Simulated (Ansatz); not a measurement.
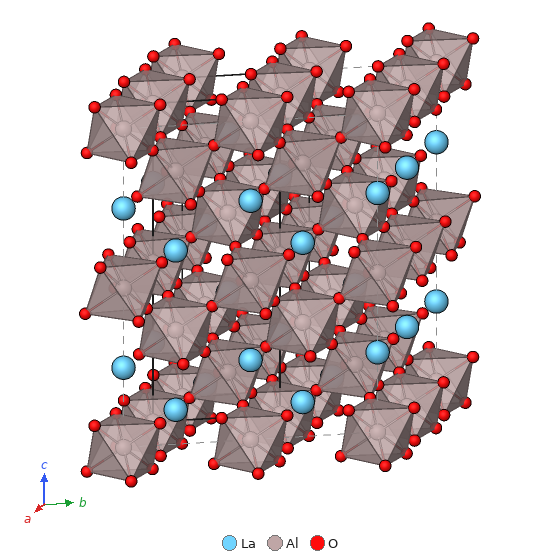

Polyhedra are drawn about Al (bonds: Al–O below 2.1 Å); other atoms are plain spheres.

LaAlO3 (space group R-3c, No. 167): the end point of a relaxation with DFT, r2SCAN, plane waves, PAW (Ansatz 0.2.0).

Sharing among the drawn polyhedra:

```tsv
site	polyhedron	corner-sharing neighbours	edge-sharing	face-sharing	bond (Å)
Al	AlO6 octahedron	6	0	0	1.90
```

They form a three-dimensional framework of corner-sharing octahedra.
